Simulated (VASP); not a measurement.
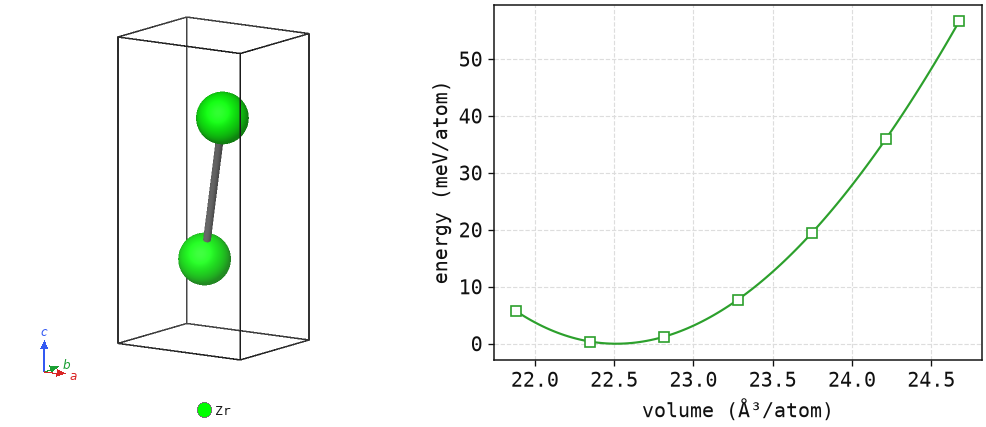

The figure shows the energy against volume for Zr, space group P6_3/mmc (No. 194). The conventional cell is drawn beside the plot.

Starting cell:
```yaml
crystal:
  lattice:
    - [3.23200, 0.00000, 0.00000]
    - [-1.61600, 2.79899, 0.00000]
    - [0.00000, 0.00000, 5.14700]
  atoms:
    - { symbol: Zr, position: [0.66667, 0.33333, 0.75000] }
    - { symbol: Zr, position: [0.33333, 0.66667, 0.25000] }
```

Computed with VASP 6.6.1: plane-wave DFT, no spin polarisation; energies at scaled volumes of the given cell, shape and fractions fixed, counted from the fit's minimum, third-order Birch-Murnaghan fit. Level: PBEsol.

- k mesh: 9×9×5
- occupations: Fermi–Dirac
- smearing width: 0.05 eV
- potentials: VASP PAW PBE potentials, recommended
- wave cutoff: 520 eV

From this curve and the settings, what does the calculation give for the pressure at the same points?

The pressure falls from 2.88 GPa at volume 21.88 Å³/atom to −7.93 GPa at 24.68 Å³/atom, and changes sign near 22.50 Å³/atom.

```tsv
volume (Å³/atom)	pressure (GPa)
21.88	2.88
22.35	0.66
22.82	-1.37
23.28	-3.23
23.75	-4.94
24.21	-6.50
24.68	-7.93
```

Caveats: shape and atomic fractions are frozen while scaling, which makes layered, chain and framework solids too stiff.
